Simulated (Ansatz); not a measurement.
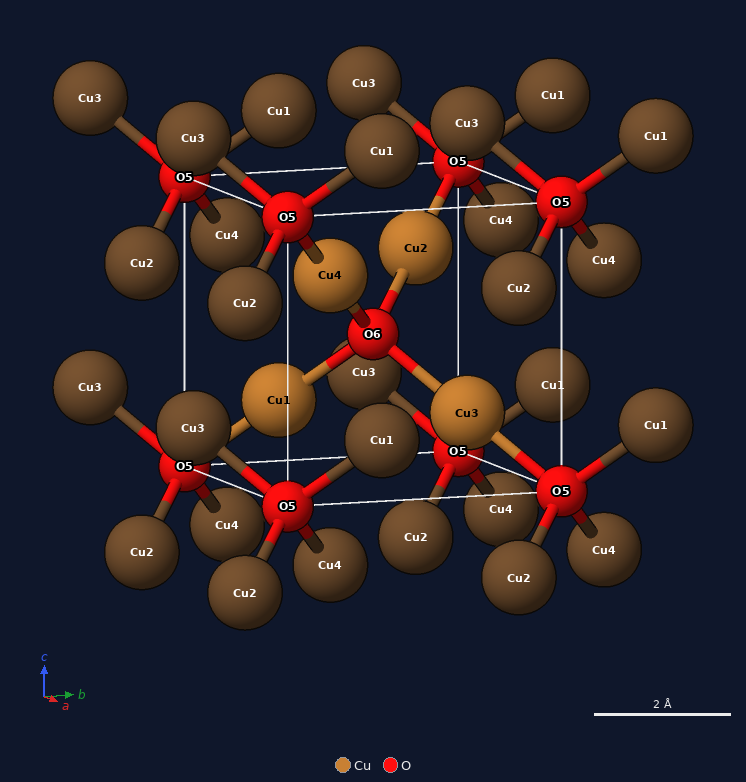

Figure 1. The input geometry of run A (ball-and-stick view of the cell of the calculation, seen slightly off an axis; neighbours outside the cell are drawn fainter; atoms are numbered from 1 in the order of the input). An atom can appear more than once, as a periodic image. Near neighbours in the periodic cell (some may lie outside the picture): Cu has 2 O at 1.88 Å; O has 4 Cu at 1.88 Å.

# What a change does: single-point calculation on Cu₂O

System: Cu₂O (Pn-3m, 6 atoms in the cell).
Method of run A: DFT PBE+U, scalar-relativistic, plane waves, PAW, PAW set soft_1, Ueff = 4 eV on Cu d, no spin polarisation (Ansatz 0.2.0).

The structure derives from an entry of the Crystallography Open Database. Text and figures count atoms from 1; the logs count them from 0 in places.

### Input, run A
```yaml
crystal:
  lattice:
    - [4.3321119346, 0.0, 0.0]
    - [0.0, 4.3321119346, 0.0]
    - [0.0, 0.0, 4.3321119346]
  atoms:
    - { symbol: Cu, position: [0.25, 0.25, 0.25] }
    - { symbol: Cu, position: [0.25, 0.75, 0.75] }
    - { symbol: Cu, position: [0.75, 0.75, 0.25] }
    - { symbol: Cu, position: [0.75, 0.25, 0.75] }
    - { symbol: O, position: [0.0, 0.0, 0.0] }
    - { symbol: O, position: [0.5, 0.5, 0.5] }
basis:
  ecutwfc: 520.0
kpoints:
  mp_grid: { grid: [6, 6, 6] }
hamiltonian:
  xc: pbe
  pseudopotentials: { kind: paw, azcp: { folder: soft_1 } }
  hubbard: { sites: [{ species: Cu, l: d, u_eff: 4.0 }] }
scf:
  occupations: { method: gaussian, width: 0.05 }
output:
  forces: true
  stress: true
  eigenvalues: true
```

Launched with:
```bash
ansatz run input.yaml --threads 2 --pin off --max-ram 4096MiB --backend cpu --events-out ev --progress --plain --runs-dir out
```

Hardware: 2 threads of Arm Neoverse N1, 98 GiB of memory available, shared host.

### Output, shortened to warnings, some set-up lines, iterations and results (run A)
```
Basis set: ecut = 520 eV, 2109 PW (Γ), exchange–correlation on 72×72×72 points (8 copies of the dense FFT grid, shifted against one another)
Symmetry: 48 space group operations
k-points: 20 of 216
Initial density: superposition of atomic densities (chi_scale 0.1, normalization cell, long waves of neutral atoms under a Hubbard term (reshape's long-wave potential 0.00 eV rms, cloud 1.98 Å wide))
[...]
SCF iter   1: F=—  HF=-27630.929353 eV  |F-HF|=—  |Δ(HF+E_count)|=         —  Δρ=6.51e-2  dr2=2.25e0  ethr=2.54e-3  ⟨swp⟩=1.1  Hψ=4600  notcnv=0
SCF iter   2: F=—  HF=-27630.752225 eV  |F-HF|=—  |Δ(HF+E_count)|=   1.77e-1  Δρ=3.59e-2  dr2=3.84e-1  ethr=2.54e-3  ⟨swp⟩=2.5  Hψ=1831  notcnv=0
SCF iter   3: F=—  HF=-27630.862039 eV  |F-HF|=—  |Δ(HF+E_count)|=   1.10e-1  Δρ=1.31e-2  dr2=4.05e-2  ethr=4.36e-4  ⟨swp⟩=2.0  Hψ=1803  notcnv=0  defer=62
SCF iter   4: F=—  HF=-27630.922724 eV  |F-HF|=—  |Δ(HF+E_count)|=   6.07e-2  Δρ=1.78e-2  dr2=1.25e-1  ethr=4.61e-5  ⟨swp⟩=2.0  Hψ=1996  notcnv=0  defer=62
SCF iter   5: F=—  HF=-27630.909800 eV  |F-HF|=—  |Δ(HF+E_count)|=   1.29e-2  Δρ=4.33e-3  dr2=6.87e-3  ethr=4.61e-5  ⟨swp⟩=2.0  Hψ=1817  notcnv=0  defer=62
SCF iter   6: F=—  HF=-27630.912230 eV  |F-HF|=—  |Δ(HF+E_count)|=   2.43e-3  Δρ=1.48e-3  dr2=8.83e-4  ethr=7.81e-6  ⟨swp⟩=2.6  Hψ=1430  notcnv=0  defer=62
SCF iter   7: F=—  HF=-27630.912556 eV  |F-HF|=—  |Δ(HF+E_count)|=   3.27e-4  Δρ=3.59e-4  dr2=8.03e-5  ethr=1.00e-6  ⟨swp⟩=2.0  Hψ=1558  notcnv=0  defer=62
SCF iter   8: F=—  HF=-27630.912602 eV  |F-HF|=—  |Δ(HF+E_count)|=   4.60e-5  Δρ=1.13e-4  dr2=7.23e-6  ethr=9.12e-8  ⟨swp⟩=2.0  Hψ=1483  notcnv=0  defer=62
SCF iter   9: F=—  HF=-27630.912607 eV  |F-HF|=—  |Δ(HF+E_count)|=   4.08e-6  Δρ=1.41e-5  dr2=1.35e-7  ethr=8.22e-9  ⟨swp⟩=2.0  Hψ=1402  notcnv=0  defer=62
SCF iter  10: F=-27630.912607 eV  HF=-27630.912607 eV  |F-HF|=4.98e-9  |Δ(HF+E_count)|=   1.08e-7  Δρ=3.99e-6  dr2=1.04e-8  ethr=1.14e-10  ⟨swp⟩=8.8  Hψ=3911  notcnv=0
SCF 1 converged in 10 iterations: F = -27630.912607 eV  dr2 = 1.04e-8
SCF converged after 10 iterations
Free energy (F): -27630.912607 eV
Harris-Foulkes:  -27630.912607 eV  (|F-HF|=4.98e-9)
Internal energy: -27630.912607 eV  (E = F + TS)
E sigma→0 (E₀):  -27630.912607 eV
Fermi energy:    9.503860 eV
--- Per-component energies (eV) ---
  E_band       = -1954.109081
  E_kinetic    = 1372.392823
  E_local      = -21964.870295  (includes V_loc(G=0)·N_el)
  E_nonlocal   = 3716.557863
  E_hartree    = 9316.904762
  E_xc         = -408.936829
  E_vxc        = -525.322037  (∫ρ·V_xc dr)
  E_hubbard    = 1.871816  (on-site DFT+U / exact-exchange correction)
  E_vhub       = -74.172742  (the Hubbard potential's part of the band-sum identity)
  E_paw        = -7618.491939  (= ΣΔE_a)
  E_vpaw       = -3112.492078  (= ΣTr[D̂ρ^β])
  E_aug_tail   = 0.001661  (compensation charges beyond the density's cutoff)
  E_ewald      = -12046.342469
  E_smearing   = -0.000000  (= −TS)
  E_closure    = 0.000000  (closes the sum)
  Σ components = -27630.912607   (vs F -27630.912607, Δ=0.00e0)
--- Forces (eV/Å), atoms counted from 1 ---
  atom   1  Cu     0.00000000    -0.00000000    -0.00000000
  atom   2  Cu     0.00000000    -0.00000000     0.00000000
  atom   3  Cu     0.00000000    -0.00000000     0.00000000
  atom   4  Cu     0.00000000    -0.00000000    -0.00000000
  atom   5  O     -0.00000000    -0.00000000     0.00000000
  atom   6  O      0.00000000     0.00000000    -0.00000000
  max |Σ_I F_I| component: 3.47e-18 eV/Å
--- Stress (GPa, compression-positive) ---
        0.032286       0.000000       0.000000
        0.000000       0.032286       0.000000
        0.000000       0.000000       0.032286
  P = ⅓ Tr σ = 0.0323 GPa (0.323 kbar)
Occupation matrices written to [file]
```

For run B the input was changed thus:
```diff
-  mp_grid: { grid: [6, 6, 6] }
+  mp_grid: { grid: [8, 8, 8] }
```

Predict how the results change.

The free energy of run B is 0.05 meV per atom lower, which measures how much it depends on this numerical setting. The number of SCF iterations is the same. The irreducible k-points go from 20 to 35. On the same kind of shared host run B took about 1.7 times as long.

### Output, shortened to warnings, some set-up lines, iterations and results (run B)
```
Basis set: ecut = 520 eV, 2109 PW (Γ), exchange–correlation on 72×72×72 points (8 copies of the dense FFT grid, shifted against one another)
Symmetry: 48 space group operations
k-points: 35 of 512
Initial density: superposition of atomic densities (chi_scale 0.1, normalization cell, long waves of neutral atoms under a Hubbard term (reshape's long-wave potential 0.00 eV rms, cloud 1.98 Å wide))
[...]
SCF iter   1: F=—  HF=-27630.929801 eV  |F-HF|=—  |Δ(HF+E_count)|=         —  Δρ=6.51e-2  dr2=2.25e0  ethr=2.54e-3  ⟨swp⟩=1.1  Hψ=8073  notcnv=0
SCF iter   2: F=—  HF=-27630.752485 eV  |F-HF|=—  |Δ(HF+E_count)|=   1.77e-1  Δρ=3.59e-2  dr2=3.83e-1  ethr=2.54e-3  ⟨swp⟩=2.6  Hψ=3198  notcnv=0
SCF iter   3: F=—  HF=-27630.862426 eV  |F-HF|=—  |Δ(HF+E_count)|=   1.10e-1  Δρ=1.31e-2  dr2=4.05e-2  ethr=4.36e-4  ⟨swp⟩=2.0  Hψ=3184  notcnv=0  defer=103
SCF iter   4: F=—  HF=-27630.923126 eV  |F-HF|=—  |Δ(HF+E_count)|=   6.07e-2  Δρ=1.78e-2  dr2=1.25e-1  ethr=4.61e-5  ⟨swp⟩=2.0  Hψ=3504  notcnv=0  defer=103
SCF iter   5: F=—  HF=-27630.910135 eV  |F-HF|=—  |Δ(HF+E_count)|=   1.30e-2  Δρ=4.33e-3  dr2=6.87e-3  ethr=4.61e-5  ⟨swp⟩=2.0  Hψ=3182  notcnv=0  defer=103
SCF iter   6: F=—  HF=-27630.912556 eV  |F-HF|=—  |Δ(HF+E_count)|=   2.42e-3  Δρ=1.48e-3  dr2=8.82e-4  ethr=7.81e-6  ⟨swp⟩=2.7  Hψ=2545  notcnv=0  defer=103
SCF iter   7: F=—  HF=-27630.912884 eV  |F-HF|=—  |Δ(HF+E_count)|=   3.28e-4  Δρ=3.60e-4  dr2=8.05e-5  ethr=1.00e-6  ⟨swp⟩=2.0  Hψ=2732  notcnv=0  defer=103
SCF iter   8: F=—  HF=-27630.912932 eV  |F-HF|=—  |Δ(HF+E_count)|=   4.77e-5  Δρ=1.13e-4  dr2=7.23e-6  ethr=9.15e-8  ⟨swp⟩=2.0  Hψ=2546  notcnv=0  defer=103
SCF iter   9: F=—  HF=-27630.912936 eV  |F-HF|=—  |Δ(HF+E_count)|=   4.08e-6  Δρ=1.40e-5  dr2=1.33e-7  ethr=8.22e-9  ⟨swp⟩=2.0  Hψ=2455  notcnv=0  defer=103
SCF iter  10: F=-27630.912936 eV  HF=-27630.912936 eV  |F-HF|=5.00e-9  |Δ(HF+E_count)|=   1.07e-7  Δρ=3.98e-6  dr2=1.04e-8  ethr=1.14e-10  ⟨swp⟩=8.6  Hψ=6812  notcnv=0
SCF 1 converged in 10 iterations: F = -27630.912936 eV  dr2 = 1.04e-8
SCF converged after 10 iterations
Free energy (F): -27630.912936 eV
Harris-Foulkes:  -27630.912936 eV  (|F-HF|=5.00e-9)
Internal energy: -27630.912936 eV  (E = F + TS)
E sigma→0 (E₀):  -27630.912936 eV
Fermi energy:    9.503593 eV
--- Per-component energies (eV) ---
  E_band       = -1954.133607
  E_kinetic    = 1372.386852
  E_local      = -21964.827300  (includes V_loc(G=0)·N_el)
  E_nonlocal   = 3716.543262
  E_hartree    = 9316.869159
  E_xc         = -408.936764
  E_vxc        = -525.322000  (∫ρ·V_xc dr)
  E_hubbard    = 1.872090  (on-site DFT+U / exact-exchange correction)
  E_vhub       = -74.171859  (the Hubbard potential's part of the band-sum identity)
  E_paw        = -7618.479426  (= ΣΔE_a)
  E_vpaw       = -3112.468822  (= ΣTr[D̂ρ^β])
  E_aug_tail   = 0.001661  (compensation charges beyond the density's cutoff)
  E_ewald      = -12046.342469
  E_smearing   = -0.000000  (= −TS)
  E_closure    = 0.000000  (closes the sum)
  Σ components = -27630.912936   (vs F -27630.912936, Δ=0.00e0)
--- Forces (eV/Å), atoms counted from 1 ---
  atom   1  Cu     0.00000000    -0.00000000     0.00000000
  atom   2  Cu     0.00000000    -0.00000000    -0.00000000
  atom   3  Cu     0.00000000    -0.00000000    -0.00000000
  atom   4  Cu     0.00000000    -0.00000000     0.00000000
  atom   5  O     -0.00000000    -0.00000000     0.00000000
  atom   6  O     -0.00000000    -0.00000000     0.00000000
  max |Σ_I F_I| component: 2.31e-18 eV/Å
--- Stress (GPa, compression-positive) ---
        0.026384       0.000000       0.000000
        0.000000       0.026384       0.000000
        0.000000       0.000000       0.026384
  P = ⅓ Tr σ = 0.0264 GPa (0.264 kbar)
Occupation matrices written to [file]
```

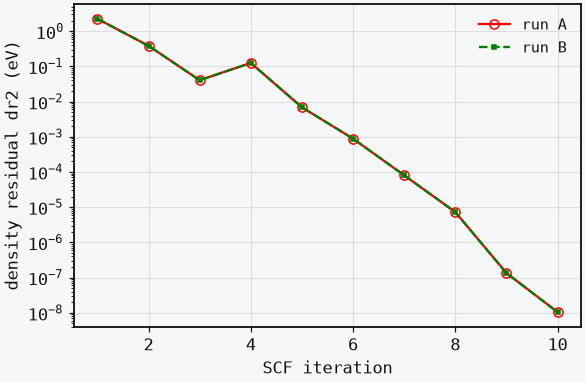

Figure 2. Convergence of the two runs: density residual dr2 against the SCF iteration. Run A takes 10 iterations in all, and run B takes 10.

### The two runs side by side

| quantity | run A | run B |
| --- | --- | --- |
| outcome | converged | converged |
| free energy per atom (eV) | −4605.1521 | −4605.1522 |
| gap on the mesh (eV) | 0.68 | 0.68 |
| pressure (GPa) | 0.03 | 0.03 |
| largest force (eV/Å) | 0.000 | 0.000 |
| SCF iterations | 10 | 10 |
| irreducible k-points | 20 | 35 |
| plane waves at Γ | 2109 | 2109 |
| wall time (shared host) | 10 s | 17 s |
